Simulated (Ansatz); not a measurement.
## Band-structure calculation of BeSe

System: BeSe (2 atoms in the cell).
Method: DFT, PBE, plane waves, PAW, no spin polarisation (Ansatz 0.2.0).

The structure was built on a prototype by a generator. The geometry comes from this level: r2SCAN (a point of a series of strains). Figures and captions count atoms from 1; the log counts them from 0 in places.

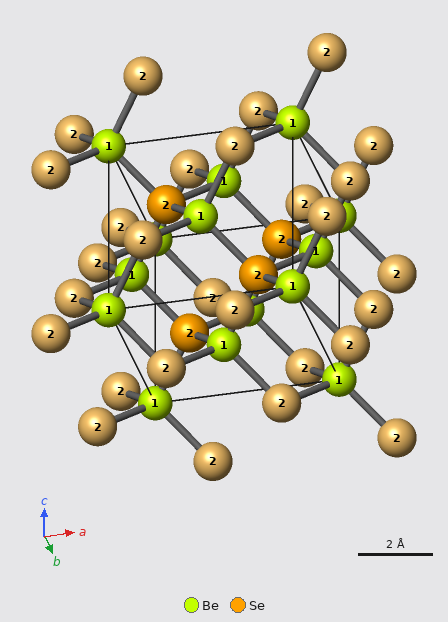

*The input geometry (ball-and-stick view of the cell 4 times as large as that of the calculation, set on its symmetry axes, seen at an oblique angle; neighbours outside the cell are drawn fainter; atoms are numbered from 1 in the order of the input). An atom can appear more than once, as a periodic image.*

Near neighbours in the periodic cell (some may lie outside the picture): Be has 4 Se at 2.24 Å; Se has 4 Be at 2.24 Å.

**Input**
```yaml
crystal:
  lattice:
    - [0.0, 2.5810353745, 2.5810353745]
    - [2.5810353745, 0.0, 2.5810353745]
    - [2.5810353745, 2.5810353745, 0.0]
  atoms:
    - { symbol: Be, position: [0.0, 0.0, 0.0] }
    - { symbol: Se, position: [0.25, 0.25, 0.25] }
kpoints:
  mp_grid: { grid: [8, 8, 8] }
  band_path:
    path:
      - [0.0, 0.0, 0.0]
      - [-0.5, -0.5, 0.0]
      - [-0.375, -0.375, 0.25]
      - [-0.375, 0.0, 0.375]
      - [0.0, 0.0, 0.5]
      - [-0.5, -0.25, 0.25]
      - [0.0, 0.5, 0.5]
    npoints: 1
hamiltonian:
  xc: pbe
scf:
  occupations: { method: fermi_dirac, width: 0.02 }
  n_extra_bands: 4
output:
  forces: true
  stress: true
  eigenvalues: true
  write_density: true
  write_potential: true
  elf: true
  volumetric_format: npy
```

Hardware: 2 threads of AMD EPYC (Zen 3), 288 GiB of memory available, shared host.

Launched with:
```bash
ansatz run input.yaml --threads 2 --pin off --max-ram 20275MiB --backend cpu --events-out ev --progress --plain --runs-dir out
```

**The program's output**
```
scf.n_extra_bands = 4 over 9 filled bands (N_el = 18.0): the run solves 13 bands
Engine: ansatz 0.2.0, x86_64-unknown-linux-gnu
Pseudopotentials: kind: paw
Pseudopotential: Be, paw, valence charge 2, recommended cutoff 420 eV (normal), Be.paw.azcp
Pseudopotential: Se, paw, valence charge 16, recommended cutoff 420 eV (normal), Se.paw.azcp
Functional definition: PBE
  parameter kappa = 0.804
  parameter beta = 0.06672455060314922
  exchange = pbe_x(kappa = kappa, mu = beta*pi^2/3)
  correlation = pbe_c(beta = beta)
Crystal: 2 atoms, lattice volume = 34.388 Å³
Basis set: ecut = 420 eV, 645 PW (Γ), exchange–correlation on 50×50×50 points (8 copies of the dense FFT grid, shifted against one another)
Bands: 13, of which v1, the nominal top of the filled ones, is band 9 counted from 1 (8 counted from 0)
Symmetry: 24 space group operations
Space group: F-43m (ITA 216), of the structure as read, at distance tolerance 3.3e-5 Å
k-points: 29 of 512 (time reversal used)
Non-local potential: Be, projectors of the file, l = 0: 2, l = 1: 2, l = 2: 1
Non-local potential: Se, projectors of the file, l = 0: 2, l = 1: 2, l = 2: 3, l = 3: 1
PAW form: soft (Blöchl's): semilocal exchange-correlation on the pseudo side does not see the compensation charge
PAW one-centre angular grid: Be, 110 points (default); XC on 64 Gauss nodes
PAW one-centre angular grid: Se, 590 points (default); XC on 64 Gauss nodes
Initial density: superposition of atomic densities (neutral atoms: chi_scale 0, normalization atom), corrected by the library's trained network
Initial wavefunctions: pseudopotential atomic-orbital guess
Functional: x = pbe(κ = 0.804, μ = 0.2195149727645171), c = pbe(β = 0.06672455060314922)
SCF iter   1: F=—  HF=-5563.436613 eV  |F-HF|=—  |Δ(HF+E_count)|=         —  Δρ=4.03e-4  dr2=1.42e-5  ethr=1.77e-3  ⟨swp⟩=6.2  Hψ=2328  notcnv=0
preconditioner: auto → none  [insulator: Δε(μ)=2.653 eV  Ē_g=12.077 eV  σ=0.020 eV  W_gap=1.00  n_scr=14 (ndim 8)  ℏωp=17.9 eV  f_vac=0.012  D(μ)=0.00/eV (n_scr^D=0)  ε∞_Penn≈3.2]
SCF iter   2: F=—  HF=-5563.436586 eV  |F-HF|=—  |Δ(HF+E_count)|=   2.75e-5  Δρ=3.89e-4  dr2=6.26e-5  ethr=7.87e-8  ⟨swp⟩=2.2  Hψ=901  notcnv=0
SCF iter   3: F=—  HF=-5563.436579 eV  |F-HF|=—  |Δ(HF+E_count)|=   6.53e-6  Δρ=1.42e-4  dr2=3.39e-6  ethr=7.87e-8  ⟨swp⟩=2.0  Hψ=638  notcnv=0
SCF iter   4: F=—  HF=-5563.436593 eV  |F-HF|=—  |Δ(HF+E_count)|=   1.37e-5  Δρ=7.81e-5  dr2=2.91e-6  ethr=1.88e-8  ⟨swp⟩=2.0  Hψ=638  notcnv=0
SCF iter   5: F=—  HF=-5563.436592 eV  |F-HF|=—  |Δ(HF+E_count)|=   7.27e-7  Δρ=3.40e-5  dr2=5.79e-7  ethr=1.61e-8  ⟨swp⟩=2.1  Hψ=478  notcnv=0
SCF iter   6: F=-5563.436592 eV  HF=-5563.436592 eV  |F-HF|=9.63e-8  |Δ(HF+E_count)|=   2.31e-7  Δρ=1.27e-5  dr2=8.69e-8  ethr=5.56e-10  ⟨swp⟩=5.0  Hψ=2141  notcnv=0
SCF 1 converged in 6 iterations: F = -5563.436592 eV  dr2 = 8.69e-8
  greatest PAW one-centre occupation: 1.000 electrons in one spin orbital (limit 2), on the Se atom at site 1 (counted from 0), in its partial waves of l = 2
```

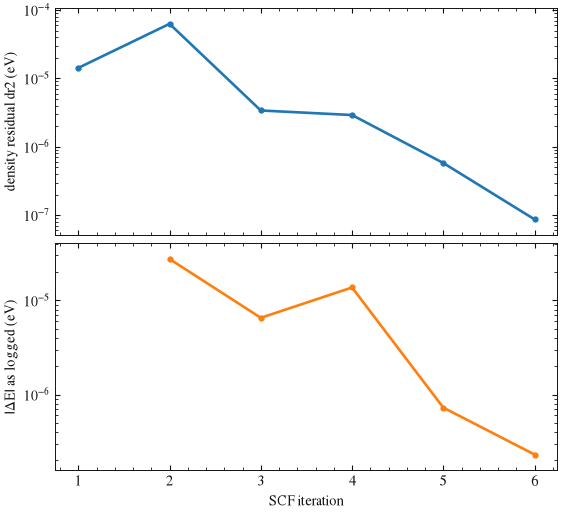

*Convergence of the self-consistent field: density residual dr2 and size of the energy change against the SCF iteration.*

The residual comes down, with one marked jump up, by a factor of about 4, at step 2.

```
NSCF: frozen V_eff on 7 k-points
SCF converged after 6 iterations
Free energy (F): -5563.436592 eV
Harris-Foulkes:  -5563.436592 eV  (|F-HF|=9.63e-8)
Internal energy: -5563.436592 eV  (E = F + TS)
E sigma→0 (E₀):  -5563.436592 eV
Fermi energy:    8.166204 eV
--- Per-component energies (eV) ---
  E_band       = -385.399740
  E_kinetic    = 139.026725
  E_local      = -2531.975709  (includes V_loc(G=0)·N_el)
  E_nonlocal   = -591.890118
  E_hartree    = 1250.065780
  E_xc         = -124.046241
  E_vxc        = -119.139246  (∫ρ·V_xc dr)
  E_paw        = -1970.395118  (= ΣΔE_a)
  E_vpaw       = 218.461672  (= ΣTr[D̂ρ^β])
  E_aug_tail   = -0.000524  (compensation charges beyond the density's cutoff)
  E_ewald      = -1734.221387
  E_smearing   = -0.000000  (= −TS)
  E_closure    = -0.000000  (closes the sum)
  Σ components = -5563.436592   (vs F -5563.436592, Δ=0.00e0)
--- Forces (eV/Å), atoms counted from 1 ---
  atom   1  Be     0.00000000    -0.00000000    -0.00000000
  atom   2  Se    -0.00000000    -0.00000000     0.00000000
  max |Σ_I F_I| component: 3.17e-16 eV/Å
--- Stress (GPa, compression-positive) ---
        0.700260      -0.000000       0.000000
       -0.000000       0.700260       0.000000
       -0.000000       0.000000       0.700260
  P = ⅓ Tr σ = 0.7003 GPa (7.003 kbar)
--- Band table (eV; the first three rows and the last of 29) ---
  k-point 0: bands = ["-39.8266", "-39.8266", "-39.8266", "-39.8207", "-39.8207", "-6.8943", "6.8384", "6.8384", "6.8384", "11.1277", "11.8622", "11.8622", "11.8622"]
  k-point 1: bands = ["-39.8266", "-39.8265", "-39.8265", "-39.8207", "-39.8207", "-6.7435", "5.5402", "6.6315", "6.6315", "11.3757", "12.2063", "12.2063", "12.9382"]
  k-point 2: bands = ["-39.8264", "-39.8263", "-39.8263", "-39.8207", "-39.8207", "-6.3339", "3.4751", "6.2238", "6.2238", "11.2940", "12.7486", "12.7486", "15.1111"]
  k-point 28: bands = ["-39.8260", "-39.8259", "-39.8250", "-39.8209", "-39.8204", "-5.0959", "2.4762", "3.0919", "3.5985", "12.9807", "13.9380", "14.2272", "14.8083"]
```

**File bands.tsv**
```
# k_distance	band_0	band_1	band_2	band_3	band_4	band_5	band_6	band_7	band_8	band_9	band_10	band_11	band_12
# fermi_ev = 8.166204
# lock_threshold_ev = 1e-6
# [0, 0, 0] at k_distance = 0.000000
# [-0.5, -0.5, 0] at k_distance = 1.217183
# [-0.375, -0.375, 0.25] at k_distance = 1.647522
# [-0.375, 0, 0.375] at k_distance = 2.392892
# [0, 0, 0.5] at k_distance = 3.138261
# [-0.5, -0.25, 0.25] at k_distance = 3.998940
# [0, 0.5, 0.5] at k_distance = 5.359792
# levels_relative_to = fermi_ev
# free_energy_ev = -5563.436592
# largest_residual_norms_ev = 4.215e-4 5.347e-4 5.430e-4 6.274e-4 3.405e-4 2.493e-4 4.039e-4 4.900e-4 7.329e-4 6.742e-4 3.280e-4 6.819e-4 1.375e-3
0.000000	-47.992842	-47.992842	-47.992842	-47.986948	-47.986948	-15.060498	-1.327807	-1.327807	-1.327807	2.961536	3.696032	3.696032	3.696032
1.217183	-47.993111	-47.991252	-47.991252	-47.987386	-47.986291	-13.295876	-6.346696	-3.943185	-3.943185	1.327803	2.892199	10.310728	10.310728
1.647522	-47.992653	-47.991562	-47.991475	-47.987155	-47.986506	-13.313168	-5.930298	-5.286111	-3.510726	2.443523	5.490495	8.334450	8.659361
2.392892	-47.992653	-47.991562	-47.991475	-47.987155	-47.986506	-13.313168	-5.930298	-5.286111	-3.510726	2.443523	5.490495	8.334450	8.659361
3.138261	-47.992290	-47.992101	-47.992101	-47.986780	-47.986780	-13.745147	-6.961655	-2.387215	-2.387215	2.974848	4.653665	4.653665	8.660107
3.998940	-47.992212	-47.992152	-47.991252	-47.987109	-47.986560	-13.262153	-5.689965	-5.074343	-4.567754	4.814529	5.771815	6.060961	6.642140
5.359792	-47.993111	-47.991252	-47.991252	-47.987386	-47.986291	-13.295876	-6.346696	-3.943185	-3.943185	1.327803	2.892199	10.310728	10.310728
```

**File rho_z.tsv**
```
# z_ang	rho[e/angstrom^3]
# format = ansatz-planar-average/11
# lattice	0.000000000	2.581035374	2.581035374
# lattice	2.581035374	0.000000000	2.581035374
# lattice	2.581035374	2.581035374	0.000000000
# sites	2
# site	4	0.000000000	0.000000000	0.000000000
# site	34	1.290517687	1.290517687	1.290517687
0.000000	2.882988e-1
0.146005	3.761753e-1
0.292011	5.227630e-1
0.438016	7.683430e-1
0.584022	1.129207e0
0.730027	1.520319e0
0.876032	1.742890e0
1.022038	1.643567e0
1.168043	1.282828e0
1.314049	8.687221e-1
1.460054	5.546869e-1
1.606060	3.653260e-1
1.752065	2.618005e-1
1.898070	2.040981e-1
2.044076	1.671234e-1
2.190081	1.398147e-1
2.336087	1.202753e-1
2.482092	1.085325e-1
2.628097	1.035527e-1
2.774103	1.051505e-1
2.920108	1.136272e-1
3.066114	1.290976e-1
3.212119	1.529794e-1
3.358124	1.865333e-1
3.504130	2.301003e-1
```

**File v_z.tsv**
```
# z_ang	v_es[eV]	v_tot[eV]
# format = ansatz-planar-average/11
# xc	pbe
# density_cutoff_ev	1680
# datasets	Be=:simpson_from_first_knot:soft	Se=:simpson_from_first_knot:soft
# lattice	0.000000000	2.581035374	2.581035374
# lattice	2.581035374	0.000000000	2.581035374
# lattice	2.581035374	2.581035374	0.000000000
# sites	2
# site	4	0.000000000	0.000000000	0.000000000
# site	34	1.290517687	1.290517687	1.290517687
0.000000	5.841099e-1	-9.914699e0
0.146005	-1.748568e-1	-1.115184e1
0.292011	-1.917230e-1	-1.152812e1
0.438016	3.331808e-1	-1.126838e1
0.584022	1.141415e0	-1.064842e1
0.730027	2.007771e0	-9.893896e0
0.876032	2.727535e0	-9.153692e0
1.022038	3.250896e0	-8.410671e0
1.168043	3.710648e0	-7.550810e0
1.314049	4.179428e0	-6.547074e0
1.460054	4.719404e0	-5.389452e0
1.606060	5.438610e0	-4.052892e0
1.752065	6.444358e0	-2.465680e0
1.898070	7.688870e0	-6.786235e-1
2.044076	8.865979e0	9.830843e-1
2.190081	9.619070e0	2.139294e0
2.336087	9.900389e0	2.692643e0
2.482092	9.846295e0	2.755763e0
2.628097	9.521195e0	2.409207e0
2.774103	8.919667e0	1.642355e0
2.920108	7.948649e0	3.915180e-1
3.066114	6.657940e0	-1.281483e0
3.212119	5.207362e0	-3.291486e0
3.358124	3.641941e0	-5.562610e0
3.504130	1.991071e0	-7.909626e0
```

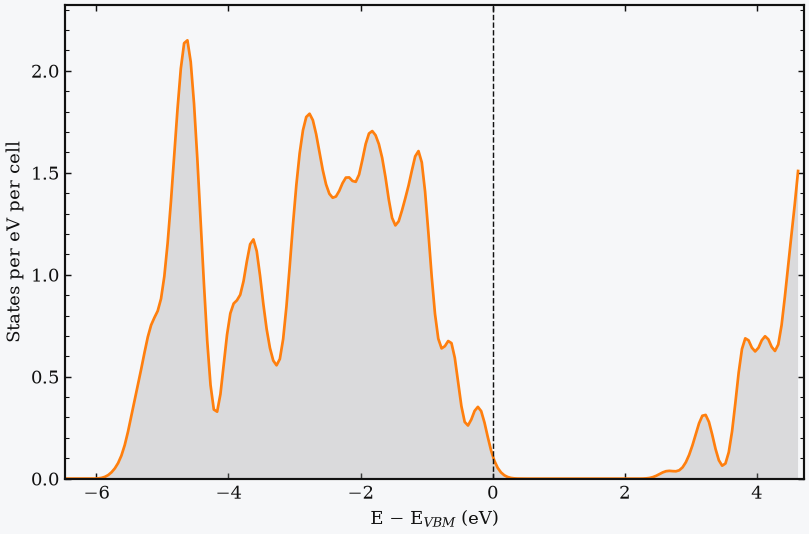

*Density of states (the curve is built from the levels of the k mesh with Gaussians 0.3 eV wide, which also blur the band edges), with energies from the valence-band top.*

There is a gap of 2.66 eV on the k-point mesh. Small ripples come from the finite k-point mesh.

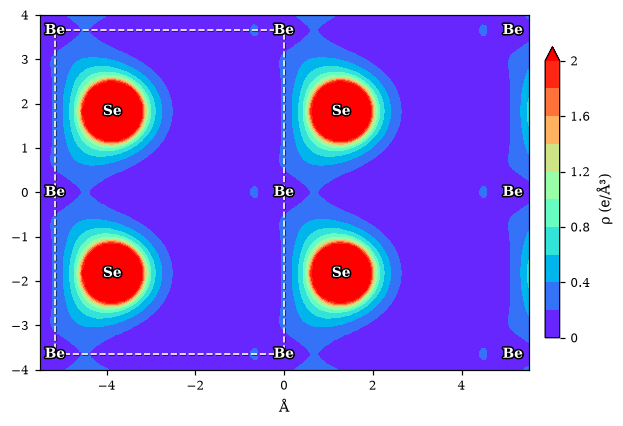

*Valence pseudo-density on the (011) plane of the conventional cell.*

Be–Se (2.24 Å): the density is about 0.59 e/Å³ at the midpoint. Away from the nuclei the density in this plane falls to 0.02 e/Å³ at its lowest. In a PAW calculation such maps are meaningful between the atoms, not at the nuclei.

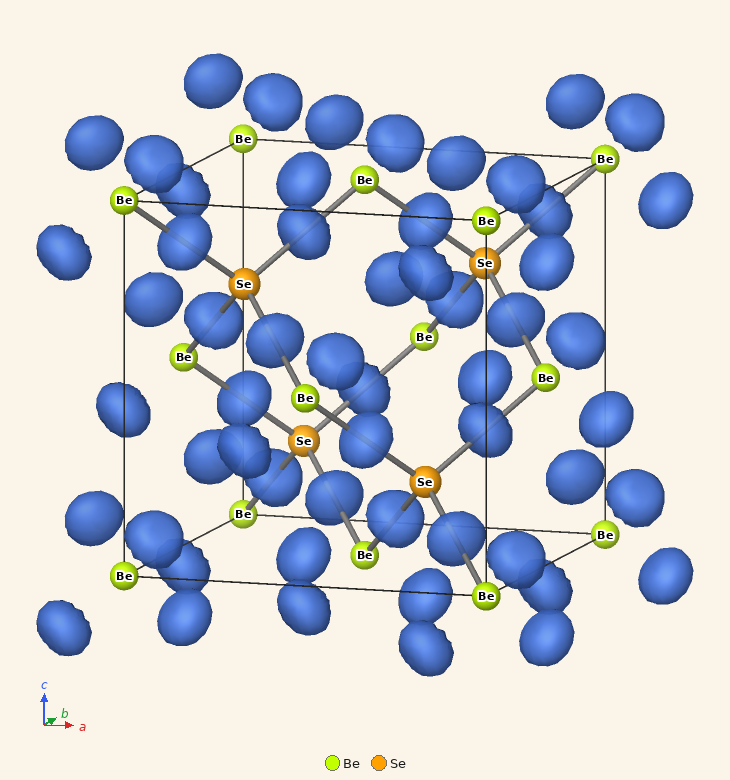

*Isosurface of the ELF at 0.85 (blue), seen slightly off an axis. Core shells and regions of very low density are left out. Sticks mark near contacts. The outline is the cell set on symmetry axes.*

Along the contacts the grid gives the following. Be–Se (2.24 Å): the ELF peaks at about 0.90 between the atoms (a polar covalent bond).

**Results in brief**

| quantity | value |
| --- | --- |
| outcome | converged |
| space group (tolerance 0.01 Å) | F-43m (216) |
| electrons treated | 18 |
| free energy | −5563.4366 eV |
| Fermi energy | 8.166 eV |
| gap on the k-point mesh | 2.66 eV |
| pressure | 0.70 GPa |
| largest force (length of the vector) | under 0.001 eV/Å |
| wall time | 0.75 s (CPU time 1.3 s) |
| peak memory | 0.51 GiB |
